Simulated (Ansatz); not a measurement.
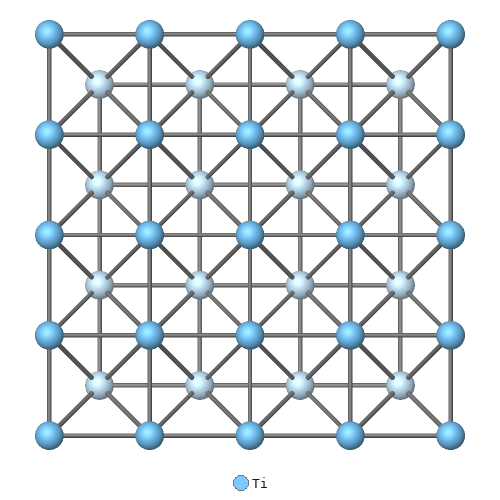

The system is S on a Ti(100) slab cut from the Fm-3m phase, its upper half relaxed before the scan (12 atoms of substrate and one adsorbate in a 2 × 2 cell); the picture shows it without the atoms that are moved over the map. S is moved over the surface cell; relaxed at each place: the height of the adsorbate's atoms; substrate rigid; the origin of the map has the adsorbate above Ti9. Places are given modulo a cell vector. The map is drawn in real space over the plane of the surface. The grid has 6 × 6 points; 10 points were computed and 26 follow by symmetry. Places are given in fractions of the 1 × 1 surface cell. Energies are in eV, from the lowest grid point. Level of theory: DFT PBE, scalar-relativistic, plane waves, PAW (Ansatz). Settings: cutoff 420 eV, k-mesh 5×5×1, gaussian smearing 0.1 eV, no spin polarisation.

Range: position of S13 along the first surface vector from 0.000 to 0.833; position of S13 along the second surface vector from 0.000 to 0.833.

Question: Predict the map.

Answer: The lowest grid point is at a fourfold hollow over a second-layer Ti atom, (3/6, 3/6) of the cell vectors. It is the only kind of minimum in the scanned range. The highest grid point, the top site over a surface Ti atom, (0/6, 0/6) of the cell vectors, lies 1.82 eV above the lowest. On the interpolated surface the easiest way out of the lowest well to its copy in the next cell or period passes a barrier of about 1.1 eV. At the lowest point the adsorbate has 4 Ti at 2.46 Å as nearest neighbours, at the highest 1 Ti at 2.18 Å. Its relaxed height above the top atom is 1.36 Å at the lowest and 2.18 Å at the highest point.

| second ↓, first → | 0/6 | 1/6 | 2/6 | 3/6 | 4/6 | 5/6 |
| --- | --- | --- | --- | --- | --- | --- |
| 5/6 | 1.72 | 1.61 | 1.26 | 0.92 | 1.26 | 1.61 |
| 4/6 | 1.39 | 1.26 | 0.86 | 0.47 | 0.86 | 1.26 |
| 3/6 | 1.07 | 0.92 | 0.47 | 0.00 | 0.47 | 0.92 |
| 2/6 | 1.39 | 1.26 | 0.86 | 0.47 | 0.86 | 1.26 |
| 1/6 | 1.72 | 1.61 | 1.26 | 0.92 | 1.26 | 1.61 |
| 0/6 | 1.82 | 1.72 | 1.39 | 1.07 | 1.39 | 1.72 |

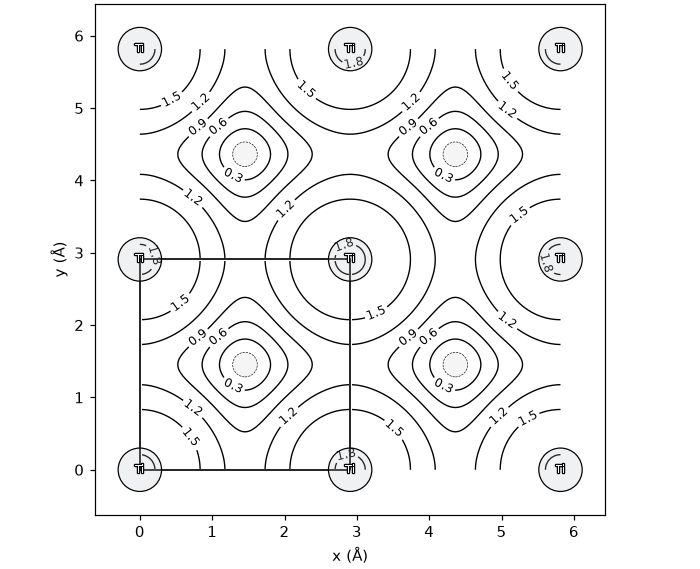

Drawn: contour lines labelled in eV, labelled circles for the atoms of the top layer and small ones for the second layer, the outline of one cell of the 2 × 2 shown. Between grid points the surface is interpolated.

Each point was launched as `ansatz run input.yaml --threads 4 --pin off --max-ram 12288MiB --backend cpu --events-out ev --progress --plain --runs-dir out`. The whole map (10 points run) took 9.7 min on 4 threads of Arm Neoverse V2, on a shared host.

PAW datasets: the set soft_1.
